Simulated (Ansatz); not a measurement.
**WSi: single-point calculation (part 2 of 2)**

Continued. System: WSi (F-43m, 2 atoms in the cell). Method: DFT r2SCAN, scalar-relativistic, plane waves, PAW, spin-polarised (Ansatz 0.2.0); cutoff 500 eV, 14×14×14 k-mesh, Gaussian smearing of 0.1 eV, collinear spins. The structure was built on a prototype by a generator; it need not be a known phase. It belongs to a series of runs on one base structure; here: large parallel starting moments.

Geometry of the input (Å; fractional positions):
```
0.0000  2.7632  2.7632
2.7632  0.0000  2.7632
2.7632  2.7632  0.0000
W  0.0000  0.0000  0.0000
Si 0.2500  0.2500  0.2500
```

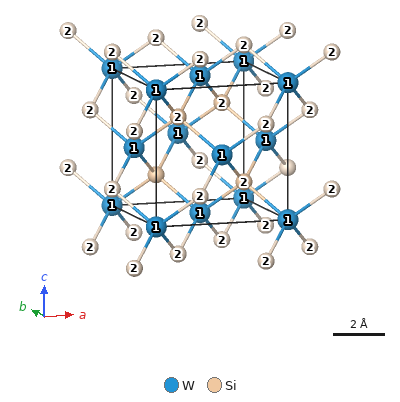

Figure 1. The input geometry (ball-and-stick view of the cell 4 times as large as that of the calculation, set on its symmetry axes, seen slightly off an axis; neighbours outside the cell are drawn fainter; atoms are numbered from 1 in the order of the input). An atom can appear more than once, as a periodic image.

### What the program printed, continued
```
SCF iter   1: F=-11032.887443 eV  HF=-11032.692984 eV  |F-HF|=1.94e-1  |Δ(HF+E_count)|=         —  Δρ=6.07e-2 (↑6.07e-2 ↓5.26e-2)  dr2=1.02e0  dr2_τ=1.24e-1  dr2_m=1.03e0  M=1.348 μB ∫|m|=1.447 μB  β_m=0.30  ethr=3.10e-3  ⟨swp⟩=6.0  Hψ=20214  notcnv=0
preconditioner: auto → Kerker (q_TF=auto, 2.367 Å⁻¹)  [metal: Δε(μ)=0.009 eV  Ē_g=8.565 eV  σ=0.100 eV  W_gap=0.05  n_scr=14 (ndim 8)  ℏωp=18.1 eV  f_vac=0.000  D(μ)=2.46/eV (n_scr^D=26)]
spin=Collinear: Kerker preconditioning applied to the charge; magnetization (m = ρ↑ − ρ↓) channel mixes plain (no charge-response kernel on spin).
SCF iter   2: F=-11033.098644 eV  HF=-11032.938018 eV  |F-HF|=1.61e-1  |Δ(HF+E_count)|=   2.45e-1  Δρ=4.30e-2 (↑4.30e-2 ↓4.00e-2)  dr2=5.33e-1  dr2_τ=1.72e-2  dr2_m=5.42e-1  M=1.285 μB ∫|m|=1.389 μB  β_m=0.30  ethr=3.10e-3  ⟨swp⟩=2.0  Hψ=6448  notcnv=0  defer=260  κ⁻¹=1.0e0(r=1)
SCF iter   3: F=-11033.205674 eV  HF=-11033.080867 eV  |F-HF|=1.25e-1  |Δ(HF+E_count)|=   1.43e-1  Δρ=3.00e-2 (↑2.44e-2 ↓3.00e-2)  dr2=8.58e-2  dr2_τ=9.19e-3  dr2_m=2.73e-1  M=1.261 μB ∫|m|=1.368 μB  β_m=0.30  ethr=2.96e-3  ⟨swp⟩=2.3  Hψ=5662  notcnv=0  defer=260  κ⁻¹=3.4e-3(r=2)
SCF iter   4: F=-11033.238352 eV  HF=-11033.155435 eV  |F-HF|=8.29e-2  |Δ(HF+E_count)|=   7.46e-2  Δρ=2.12e-2 (↑2.12e-2 ↓2.02e-2)  dr2=4.79e-3  dr2_τ=5.69e-3  dr2_m=1.65e-1  M=1.168 μB ∫|m|=1.279 μB  β_m=0.30  ethr=4.77e-4  ⟨swp⟩=2.8  Hψ=7336  notcnv=0  defer=260  κ⁻¹=1.2e-3(r=3)
SCF iter   5: F=-11033.244741 eV  HF=-11033.197832 eV  |F-HF|=4.69e-2  |Δ(HF+E_count)|=   4.24e-2  Δρ=1.53e-2 (↑1.53e-2 ↓1.53e-2)  dr2=2.06e-3  dr2_τ=2.19e-3  dr2_m=9.01e-2  M=1.138 μB ∫|m|=1.251 μB  β_m=0.30  ethr=2.66e-5  ⟨swp⟩=2.4  Hψ=5641  notcnv=0  defer=260  κ⁻¹=1.0e-4(r=4)
SCF iter   6: F=-11033.248883 eV  HF=-11033.222826 eV  |F-HF|=2.61e-2  |Δ(HF+E_count)|=   2.50e-2  Δρ=1.16e-2 (↑1.13e-2 ↓1.16e-2)  dr2=1.36e-4  dr2_τ=1.26e-3  dr2_m=5.06e-2  M=1.107 μB ∫|m|=1.220 μB  β_m=0.30  ethr=1.14e-5  ⟨swp⟩=2.0  Hψ=5508  notcnv=0  defer=260  κ⁻¹=5.1e-6(r=5)
SCF iter   7: F=-11033.251307 eV  HF=-11033.236179 eV  |F-HF|=1.51e-2  |Δ(HF+E_count)|=   1.34e-2  Δρ=8.74e-3 (↑8.74e-3 ↓8.57e-3)  dr2=5.42e-5  dr2_τ=6.93e-4  dr2_m=2.90e-2  M=1.081 μB ∫|m|=1.194 μB  β_m=1.20  ethr=7.55e-7  ⟨swp⟩=2.3  Hψ=5859  notcnv=0  defer=260
Mixer restart at iter 7: flushing history
spin-set hold released at iteration 7 (site moments contracting): the magnetisation degrees of freedom join the quasi-Newton model from the next iteration; the mixer history was flushed
SCF iter   8: F=-11033.255604 eV  HF=-11033.252916 eV  |F-HF|=2.69e-3  |Δ(HF+E_count)|=   1.67e-2  Δρ=1.39e-3 (↑1.39e-3 ↓1.02e-3)  dr2=3.08e-4  dr2_τ=3.36e-4  dr2_m=5.22e-4  M=0.994 μB ∫|m|=1.103 μB  β_m=1.20  ethr=3.01e-7  ⟨swp⟩=3.0  Hψ=6692  notcnv=0  defer=260  κ⁻¹=1.0e0(r=1)
SCF iter   9: F=-11033.256965 eV  HF=-11033.255380 eV  |F-HF|=1.58e-3  |Δ(HF+E_count)|=   2.46e-3  Δρ=1.16e-3 (↑1.16e-3 ↓6.72e-4)  dr2=2.87e-4  dr2_τ=4.89e-5  dr2_m=3.03e-4  M=0.952 μB ∫|m|=1.051 μB  β_m=1.20  ethr=3.01e-7  ⟨swp⟩=3.0  Hψ=5798  notcnv=0  defer=260  κ⁻¹=9.8e-3(r=2)
SCF iter  10: F=-11033.258232 eV  HF=-11033.257202 eV  |F-HF|=1.03e-3  |Δ(HF+E_count)|=   1.82e-3  Δρ=9.20e-4 (↑9.20e-4 ↓4.44e-4)  dr2=2.76e-4  dr2_τ=2.43e-5  dr2_m=1.58e-4  M=0.892 μB ∫|m|=0.981 μB  β_m=1.20  ethr=3.01e-7  ⟨swp⟩=3.1  Hψ=5732  notcnv=0  defer=260  κ⁻¹=8.2e-4(r=3)
SCF iter  11: F=-11033.259599 eV  HF=-11033.259077 eV  |F-HF|=5.22e-4  |Δ(HF+E_count)|=   1.87e-3  Δρ=8.25e-4 (↑8.25e-4 ↓4.07e-4)  dr2=2.48e-4  dr2_τ=1.82e-5  dr2_m=1.25e-4  M=0.809 μB ∫|m|=0.890 μB  β_m=1.20  ethr=3.01e-7  ⟨swp⟩=3.1  Hψ=5877  notcnv=0  defer=260  κ⁻¹=1.5e-4(r=4)
SCF iter  12: F=-11033.261315 eV  HF=-11033.260998 eV  |F-HF|=3.16e-4  |Δ(HF+E_count)|=   1.92e-3  Δρ=8.20e-4 (↑8.20e-4 ↓4.90e-4)  dr2=2.12e-4  dr2_τ=2.20e-5  dr2_m=1.46e-4  M=0.700 μB ∫|m|=0.773 μB  β_m=1.20  ethr=3.01e-7  ⟨swp⟩=3.1  Hψ=6073  notcnv=0  defer=260  κ⁻¹=3.7e-5(r=5)
SCF iter  13: F=-11033.263458 eV  HF=-11033.263114 eV  |F-HF|=3.44e-4  |Δ(HF+E_count)|=   2.12e-3  Δρ=8.00e-4 (↑8.00e-4 ↓5.13e-4)  dr2=1.76e-4  dr2_τ=2.28e-5  dr2_m=1.52e-4  M=0.570 μB ∫|m|=0.636 μB  β_m=1.20  ethr=3.01e-7  ⟨swp⟩=3.7  Hψ=6877  notcnv=0  defer=258  κ⁻¹=2.9e-5(r=6)
SCF iter  14: F=-11033.269875 eV  HF=-11033.270638 eV  |F-HF|=7.63e-4  |Δ(HF+E_count)|=   7.52e-3  Δρ=1.04e-3 (↑1.04e-3 ↓9.20e-4)  dr2=1.90e-3  dr2_τ=5.26e-5  dr2_m=8.36e-5  M=-0.069 μB ∫|m|=0.076 μB  β_m=1.20  ethr=3.01e-7  ⟨swp⟩=4.9  Hψ=9792  notcnv=0  defer=254  κ⁻¹=2.8e-5(r=7)
SCF iter  15: F=-11033.266782 eV  HF=-11033.265944 eV  |F-HF|=8.38e-4  |Δ(HF+E_count)|=   4.69e-3  Δρ=9.81e-4 (↑9.81e-4 ↓5.04e-4)  dr2=3.70e-4  dr2_τ=2.99e-5  dr2_m=1.87e-4  M=0.370 μB ∫|m|=0.418 μB  β_m=1.20  ethr=3.01e-7  ⟨swp⟩=4.1  Hψ=10174  notcnv=0  defer=265  κ⁻¹=1.8e-5(r=8)
SCF iter  16: F=-11033.269201 eV  HF=-11033.268450 eV  |F-HF|=7.51e-4  |Δ(HF+E_count)|=   2.51e-3  Δρ=7.16e-4 (↑7.16e-4 ↓3.93e-4)  dr2=1.88e-4  dr2_τ=1.63e-5  dr2_m=1.05e-4  M=0.238 μB ∫|m|=0.273 μB  β_m=1.20  ethr=3.01e-7  ⟨swp⟩=3.9  Hψ=7149  notcnv=0  defer=265  κ⁻¹=7.7e-5(r=8)
SCF iter  17: F=-11033.270318 eV  HF=-11033.269899 eV  |F-HF|=4.19e-4  |Δ(HF+E_count)|=   1.45e-3  Δρ=3.97e-4 (↑3.97e-4 ↓1.99e-4)  dr2=9.99e-5  dr2_τ=4.43e-6  dr2_m=2.44e-5  M=0.153 μB ∫|m|=0.175 μB  β_m=1.20  ethr=3.01e-7  ⟨swp⟩=3.0  Hψ=5901  notcnv=0  defer=265  κ⁻¹=8.3e-5(r=8)
SCF iter  18: F=-11033.270888 eV  HF=-11033.270762 eV  |F-HF|=1.27e-4  |Δ(HF+E_count)|=   8.63e-4  Δρ=9.40e-5 (↑4.62e-5 ↓9.40e-5)  dr2=3.40e-6  dr2_τ=2.42e-7  dr2_m=1.57e-6  M=0.067 μB ∫|m|=0.077 μB  β_m=1.20  ethr=3.01e-7  ⟨swp⟩=3.1  Hψ=6044  notcnv=0  defer=265  κ⁻¹=5.4e-5(r=8)
SCF iter  19: F=-11033.270954 eV  HF=-11033.270937 eV  |F-HF|=1.70e-5  |Δ(HF+E_count)|=   1.75e-4  Δρ=1.01e-4 (↑3.69e-5 ↓1.01e-4)  dr2=1.20e-5  dr2_τ=3.00e-7  dr2_m=7.04e-7  M=0.038 μB ∫|m|=0.044 μB  β_m=1.20  ethr=1.89e-8  ⟨swp⟩=4.0  Hψ=7169  notcnv=0  defer=264  κ⁻¹=1.5e-5(r=8)
SCF iter  20: F=-11033.270907 eV  HF=-11033.270855 eV  |F-HF|=5.18e-5  |Δ(HF+E_count)|=   8.19e-5  Δρ=1.00e-4 (↑6.42e-5 ↓1.00e-4)  dr2=1.99e-6  dr2_τ=3.66e-7  dr2_m=2.45e-6  M=0.062 μB ∫|m|=0.071 μB  β_m=1.20  ethr=1.89e-8  ⟨swp⟩=3.1  Hψ=5955  notcnv=0  defer=263  κ⁻¹=1.1e-6(r=8)
SCF iter  21: F=-11033.270875 eV  HF=-11033.270819 eV  |F-HF|=5.64e-5  |Δ(HF+E_count)|=   3.61e-5  Δρ=1.10e-4 (↑9.73e-5 ↓1.10e-4)  dr2=5.13e-7  dr2_τ=5.36e-7  dr2_m=4.03e-6  M=0.072 μB ∫|m|=0.083 μB  β_m=1.20  ethr=1.10e-8  ⟨swp⟩=3.2  Hψ=5765  notcnv=0  defer=259  κ⁻¹=5.2e-7(r=8)
SCF iter  22: F=-11033.270914 eV  HF=-11033.270873 eV  |F-HF|=4.14e-5  |Δ(HF+E_count)|=   5.38e-5  Δρ=1.18e-4 (↑1.18e-4 ↓6.49e-5)  dr2=5.85e-6  dr2_τ=4.32e-7  dr2_m=2.71e-6  M=0.058 μB ∫|m|=0.067 μB  β_m=1.20  ethr=2.85e-9  ⟨swp⟩=3.3  Hψ=6888  notcnv=0  defer=259  κ⁻¹=7.0e-7(r=8)
SCF iter  23: F=-11033.270976 eV  HF=-11033.270970 eV  |F-HF|=6.40e-6  |Δ(HF+E_count)|=   9.69e-5  Δρ=5.84e-5 (↑5.84e-5 ↓3.09e-5)  dr2=2.14e-6  dr2_τ=1.03e-7  dr2_m=5.33e-7  M=0.026 μB ∫|m|=0.030 μB  β_m=1.20  ethr=2.85e-9  ⟨swp⟩=4.0  Hψ=7725  notcnv=0  defer=259  κ⁻¹=5.8e-6(r=8)
SCF iter  24: F=-11033.270982 eV  HF=-11033.270980 eV  |F-HF|=2.24e-6  |Δ(HF+E_count)|=   1.03e-5  Δρ=4.02e-5 (↑4.02e-5 ↓2.41e-5)  dr2=5.06e-7  dr2_τ=5.51e-8  dr2_m=3.47e-7  M=0.021 μB ∫|m|=0.024 μB  β_m=1.20  ethr=2.85e-9  ⟨swp⟩=3.2  Hψ=5701  notcnv=0  defer=257  κ⁻¹=5.9e-6(r=8)
SCF iter  25: F=-11033.270990 eV  HF=-11033.270990 eV  |F-HF|=5.89e-8  |Δ(HF+E_count)|=   1.03e-5  Δρ=1.52e-5 (↑8.94e-6 ↓1.52e-5)  dr2=7.11e-8  dr2_τ=8.75e-9  dr2_m=5.06e-8  M=0.007 μB ∫|m|=0.007 μB  β_m=0.39  ethr=5.56e-10  ⟨swp⟩=8.9  Hψ=19854  notcnv=0  κ⁻¹=4.7e-6(r=8)
iter 26 did not close the SCF: its close was put off for a magnetic moment that had not settled (scf_convergence_deferred on its scf_iter line)
SCF iter  26: F=-11033.270991 eV  HF=-11033.270991 eV  |F-HF|=5.36e-8  |Δ(HF+E_count)|=   9.54e-7  Δρ=2.08e-6 (↑1.57e-6 ↓2.08e-6)  dr2=1.87e-9  dr2_τ=7.39e-11  dr2_m=6.94e-10  M=-0.000 μB ∫|m|=0.000 μB  β_m=1.20  ethr=3.95e-10  ⟨swp⟩=8.0  Hψ=16631  notcnv=0  κ⁻¹=5.9e-6(r=8)
iter 27 did not close the SCF: its close was put off for a magnetic moment that had not settled (scf_convergence_deferred on its scf_iter line)
SCF iter  27: F=-11033.270991 eV  HF=-11033.270991 eV  |F-HF|=2.72e-8  |Δ(HF+E_count)|=   6.66e-9  Δρ=1.76e-6 (↑1.11e-6 ↓1.76e-6)  dr2=1.12e-9  dr2_τ=7.53e-11  dr2_m=5.93e-10  M=-0.001 μB ∫|m|=0.001 μB  β_m=1.20  ethr=1.04e-11  ⟨swp⟩=1.2  Hψ=11313  notcnv=0  κ⁻¹=7.0e-6(r=8)
SCF iter  28: F=-11033.270991 eV  HF=-11033.270991 eV  |F-HF|=4.89e-9  |Δ(HF+E_count)|=   4.37e-8  Δρ=3.45e-7 (↑3.45e-7 ↓2.73e-7)  dr2=1.26e-10  dr2_τ=2.37e-12  dr2_m=1.62e-11  M=0.000 μB ∫|m|=0.000 μB  ethr=6.21e-12  ⟨swp⟩=1.1  Hψ=11990  notcnv=0
WARN: the starting moments were not kept: the SCF closed with an absolute magnetisation of 3.9e-4 μB, where they sum to 2.5 μB in size (1 site). That is at most 0.1 of that sum. Measured as dr2_m measures the in/out step, that magnetisation stands 3.3e-8 eV from none, at or under the dr2_threshold of 1.0e-7 eV: it is no larger than a step whose dr2_m would equal this threshold. The system may hold no moment; this SCF shows only that its start led to no more than that. To try another start: raise the starting moments (crystal.atoms[].spin, magnetization.per_species, magnetization.initial_magnetization, or on a non-collinear deck that types none of these the spinor_matrix: blocks that start its atoms; where the total moment is fixed, keep their sum and leave initial_magnetization as it is; typed ones take the place of any that the run laid by itself, positive ones on a crystal's lanthanoids without a Hubbard term where scf.initial_density.shell_occupations: [] is typed) or, if the notice of its spin-set hold's release reads "site moments contracting" or "site moments show no strong build", lengthen the hold (scf.mixing.spin_hold: { on: { confirm: 4 } }; for m-r²SCAN on two components see the key's manual first). Each may lead to a state that holds a moment. A second SCF, from the converged charge density, with the starting moments and any scf.initial_density.shell_occupations laid on it anew, would have followed, and was not run: the deck does not ask for one (magnetization.retry_lost_moments is false, the default). To let it run, set magnetization.retry_lost_moments: true and run the deck again, where that key's refused combinations let it; where memory then withholds it, that run's warning says so.
SCF 1 converged in 28 iterations: F = -11033.270991 eV  dr2 = 1.26e-10
  greatest PAW one-centre occupation: 0.999 electrons in one spin orbital (limit 2), on the W atom at site 0 (counted from 0), in its partial waves of l = 0
```

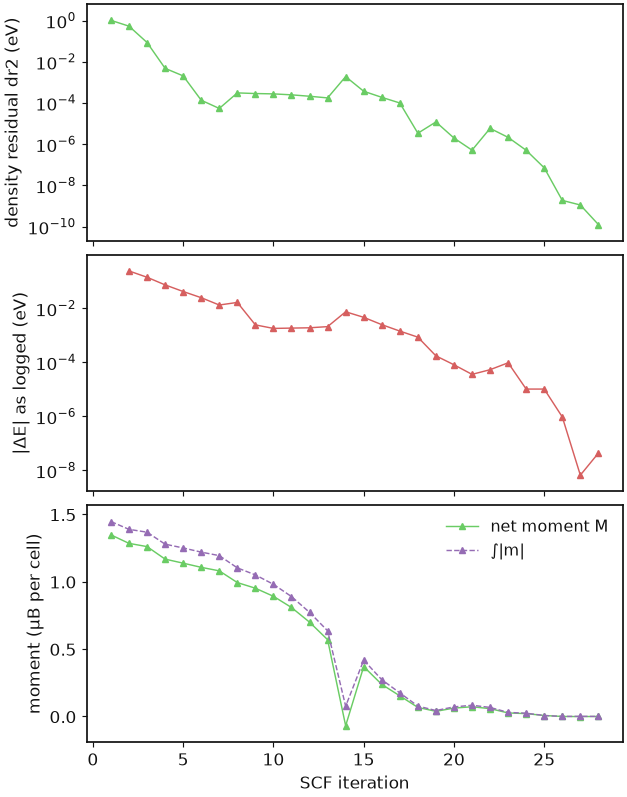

Figure 2. Convergence of the self-consistent field: density residual dr2, size of the energy change and magnetic moment against the SCF iteration. The residual falls unevenly and jumps up by a factor of two or more 4 times on the way down. The net moment goes from 1.3 to 0.0 μB per cell, and ∫|m| falls to zero.

```
this state was not tested for a lower state beside it, because the mixer in use, unlike msr1, does not test its closes by its own steps (another_mixer; see scf.mixing.algorithm and scf.lower_state_search)
SCF converged after 28 iterations
Magnetization: 0.0003 μB (9.0002 up, 8.9998 down)
Absolute magnetization: 0.0004 μB (∫|ρ↑−ρ↓|, with the PAW one-centre terms)
Spin contamination: 0.0000 ħ² per cell (⟨S²⟩ above its minimum at these occupations)
Per-site moments (μB) at R_I (Å): [(0.00024162830471166277, 0.9871063051289913), (-1.3810943117513605e-5, 0.9871063051289913)]
Free energy (F): -11033.270991 eV
Harris-Foulkes:  -11033.270991 eV  (|F-HF|=4.89e-9)
Internal energy: -11033.261661 eV  (E = F + TS)
E sigma→0 (E₀):  -11033.266326 eV
Entropy (-TS):   -0.009330 eV (-4.665 meV/atom)
Fermi energy:    10.286666 eV
--- Per-component energies (eV) ---
  E_band       = -236.957417
  E_kinetic    = 489.605854
  E_local      = -1186.268679  (includes V_loc(G=0)·N_el)
  E_nonlocal   = 30.947295
  E_hartree    = 428.128489
  E_xc         = -298.156095
  E_vxc        = -306.158423  (∫ρ·V_xc dr)
  E_paw        = -9113.516154  (= ΣΔE_a)
  E_vpaw       = -136.634406  (= ΣTr[D̂ρ^β])
  E_aug_tail   = -0.000038  (compensation charges beyond the density's cutoff)
  E_vtau       = 15.293815  (kinetic-family band-sum trace: ∫τ·v_τ [+ j·A + Jᵃ·Aᵃ] dr)
  E_ewald      = -1383.337952
  E_core_change = -0.664382  (= ΣΔE_core)
  E_smearing   = -0.009330  (= −TS)
  E_closure    = 0.000000  (closes the sum)
  Σ components = -11033.270991   (vs F -11033.270991, Δ=0.00e0)
--- Forces (eV/Å), atoms counted from 1 ---
  atom   1  W      0.00000000    -0.00000000     0.00000000
  atom   2  Si     0.00000000     0.00000000    -0.00000000
  max |Σ_I F_I| component: 4.44e-16 eV/Å
--- Stress (GPa, compression-positive) ---
        1.883825      -0.000000      -0.000000
        0.000000       1.883825      -0.000000
       -0.000000      -0.000000       1.883825
  P = ⅓ Tr σ = 1.8838 GPa (18.838 kbar)
--- Band table (eV; the first three rows and the last of 208) ---
  k-point 0 ↑: bands = ["-65.4145", "-29.0557", "-29.0557", "-29.0557", "0.1656", "7.2659", "7.2659", "7.2659", "10.2461", "10.2461", "16.4457", "17.8293", "17.8293", "17.8293", "20.0411"]
  k-point 1 ↑: bands = ["-65.4145", "-29.0582", "-29.0561", "-29.0561", "0.2425", "7.2009", "7.3014", "7.3014", "10.2216", "10.2216", "16.5505", "17.4044", "17.8556", "17.8556", "19.8603"]
  k-point 2 ↑: bands = ["-65.4143", "-29.0649", "-29.0572", "-29.0572", "0.4662", "7.0304", "7.3970", "7.3970", "10.1729", "10.1729", "15.9895", "17.2319", "17.7938", "17.7938", "19.4932"]
  k-point 103 ↓: bands = ["-65.4128", "-29.0939", "-29.0837", "-29.0742", "2.9771", "6.5415", "7.3729", "8.7348", "9.5827", "10.3129", "11.2384", "12.6533", "14.3400", "19.9087", "20.5549"]
--- Löwdin populations: 2 sites ---
  site symbol       q [e]    m [muB]
     0      W     13.5782     0.0004
     1     Si      4.3033    -0.0001
  spilling = 0.006580 (of n_electrons = 18.000000)
```

### File populations.tsv
```
# site	symbol	l	j	q_up	q_dn
# orbitals = lowdin
# n_electrons = 18.000000
# spilling = 0.006580
0	W	0_5S	-	0.971793	0.971793
0	W	0_6S	-	0.321260	0.321247
0	W	1_5P	-	2.980878	2.980879
0	W	2_5D	-	2.515390	2.514997
1	Si	0_3S	-	0.662916	0.662926
1	Si	1_3P	-	1.488709	1.488768
```

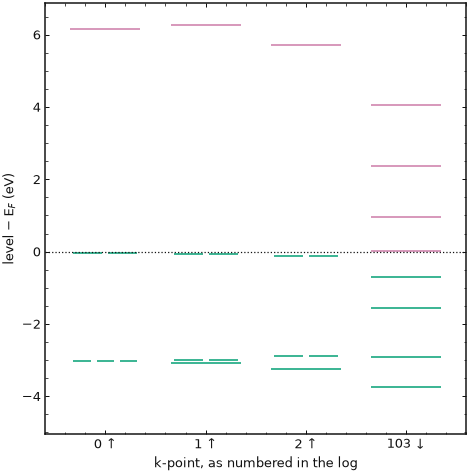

Figure 3. Kohn–Sham levels near the Fermi level (dotted) at the few k-points that the log prints; levels within 0.02 eV of each other stand side by side. The system is metallic on the full mesh.

### Key numbers

```json
{"quantity": "outcome", "value": "converged"}
{"quantity": "space group (tolerance 0.01 Å)", "value": "F-43m (216)"}
{"quantity": "electrons treated", "value": "18"}
{"quantity": "free energy", "value": "−11033.2710 eV"}
{"quantity": "Fermi energy", "value": "10.287 eV"}
{"quantity": "gap on the k-point mesh", "value": "none (metallic)"}
{"quantity": "net moment of the cell", "value": "0.00 μB"}
{"quantity": "integrated absolute moment", "value": "0.00 μB"}
{"quantity": "pressure", "value": "1.88 GPa"}
{"quantity": "largest force (length of the vector)", "value": "under 0.001 eV/Å"}
{"quantity": "hardware", "value": "1 thread of Intel Xeon @ 2.50GHz (Skylake/Cascade Lake), 189 GiB of memory available, shared host"}
{"quantity": "wall time", "value": "2.8 min"}
{"quantity": "peak memory", "value": "0.6 GiB"}
```

### Remarks

The electronic state found may not be the lowest one. Warnings of the run: some starting moments were not kept; the state was not tested for a lower one. Spin–orbit coupling is left out, which matters for W.
